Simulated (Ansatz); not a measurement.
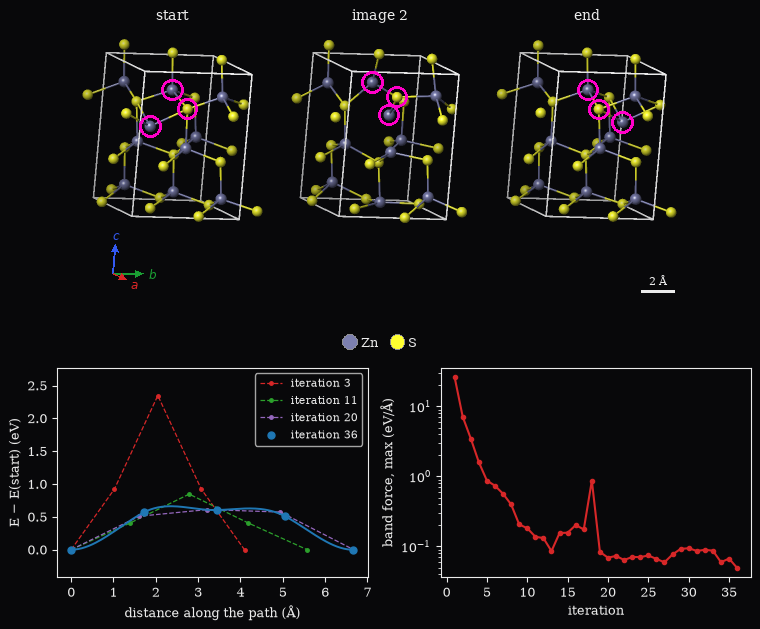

A search for the minimum-energy path of a defect cell of composition Zn10S9 (19 atoms in the cell) by the nudged elastic band. Images are numbered from 0 (start) to 4 (end). The plot follows the band through its iterations. A ball-and-stick model of the reduced simulation cell (origin moved), seen slightly off an axis. The atoms that move most are ringed. Lengths and directions refer to the drawn axes. Bonds to atoms that aren't drawn are left out.

All numbers below come from Ansatz 0.2.0, DFT PBE, scalar-relativistic, plane waves, PAW. Set-up: plane-wave cutoff 420 eV; k-point mesh 2 × 2 × 2; Gaussian smearing 0.02 eV; 3 movable images; climbing image.

How did the profile develop, and is the result final?

The run is converged, with reservations. The band converged in 36 iterations. The largest component of the band force went from 26 to 0.049 eV/Å. The climbing image converged on the top of the path. Its curvatures weren't checked. The first iteration put the highest image at 10.50 eV. The barrier is about 0.60 eV in both directions, with image 2 at the top; the ends have the same energy.

Limits of the set-up: the periodic images lie only 6.7 Å apart, so the values are limited by the cell's size.

The run took 12 min on 4 threads of Arm Neoverse V1, on a shared host, peak memory 1.9 GiB.
